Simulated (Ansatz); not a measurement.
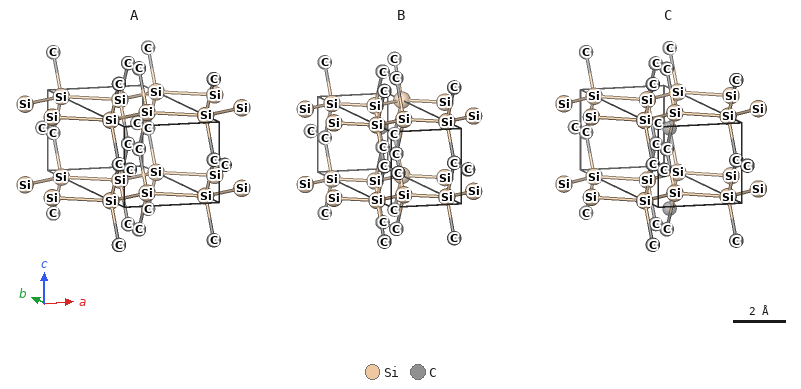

3 geometries from one relaxation of solid SiC (a generated structure, set up in Cmmm) (coarse preliminary run), in shuffled order. The picture is a ball-and-stick view of the conventional cell (2 times the calculation's cell), seen slightly off an axis. Lengths and directions refer to the drawn axes.

All numbers below come from DFT PBE, scalar-relativistic, plane waves, PAW in Ansatz 0.2.0. (plane-wave cutoff 420 eV; k-point mesh 6 × 6 × 6; occupations gaussian; smearing width 0.1 eV; no spin polarisation; cell and atoms relaxed; force threshold 0.04 eV/Å; at most 70 steps)

### Put them in the order of the run, from the start to the converged end.

B, C, A. They are steps 0, 4, 13, at +10.584 eV per cell of the calculation, +0.517 eV per cell of the calculation relative to the last. The largest moves relative to the cell, 0.22 Å, are those of C atoms. Largest moves by element: C 0.22 Å, Si 0.17 Å. The volume changes by +51.1 %, with a 2.841 → 3.860 Å (+35.8 %), b 9.314 → 9.686 Å (+4.0 %), c 2.955 → 3.161 Å (+7.0 %). Near-neighbour distances that change, for instance: Si–Si 2.841 → 3.860 Å, Si–Si 1.752 → 2.392 Å, C–C 1.752 → 1.374 Å, C–Si 1.752 → 1.885 Å. The space group stays Cmmm (No. 65). Over 11 accepted moves (13 points after the start) the energy falls by 10.584 eV per cell of the calculation. The largest force component goes from 21 to 0.022 eV/Å. Pressure: 109.59 GPa at the start and −0.06 GPa at the end. The SCF was repeated twice at an unchanged geometry on a basis and grid sized afresh for the cell, which shifted the energy by 0.222 eV per cell of the calculation at most.
